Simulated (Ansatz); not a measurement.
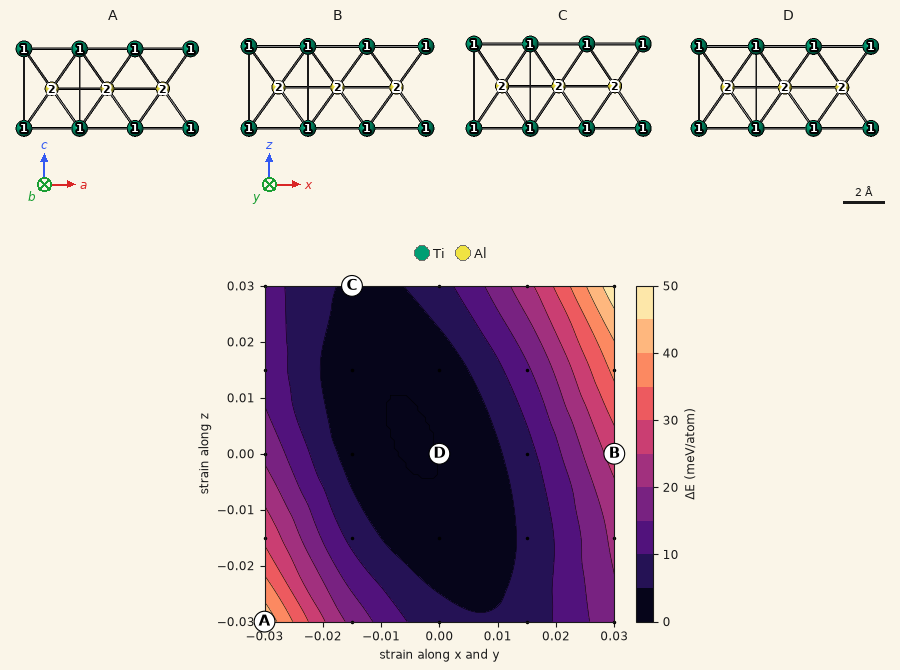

A scan of solid TiAl (P4/mmm): the cell is strained equally along x and y and separately along z, with the atoms kept at their fractional coordinates. x, y and z are the Cartesian axes of the input. The map is interpolated between the computed points (dots). The lettered frames are marked on it. Style: ball-and-stick. Shown: the cell of the calculation, repeated 3 × 2 × 1 with one cell outlined, along the b axis.

These are results of DFT PBE, scalar-relativistic, plane waves, PAW in Ansatz, not measurements. (plane-wave cutoff 420 eV; k-point mesh 16 × 16 × 12; occupations gaussian; smearing width 0.15 eV; no spin polarisation). Energies (free energies at the smearing named) are counted from the cell as listed in its source, which wasn't relaxed.

Describe the energy landscape.

Answer. In pairs of (strain along x and y; strain along z): the lowest computed point lies at (0.000, 0.000) (0.0 meV/atom), the highest at (0.030, 0.030) (48.5 meV/atom). The valley is tilted: raising the in-plane strain is made harder by raising the strain along z (cross term 0.58 of the geometric mean of the two curvatures). Over the ranges scanned the energy rises more along the first axis, the in-plane strain. The pressure runs from −8.9 GPa at (0.030, 0.030) to 11.4 GPa at (−0.030, −0.030). The frames lie at A (−0.030, −0.030): 43.7 meV/atom, B (0.030, 0.000): 27.2 meV/atom, C (−0.015, 0.030): 4.1 meV/atom, D (0.000, 0.000): 0.0 meV/atom.
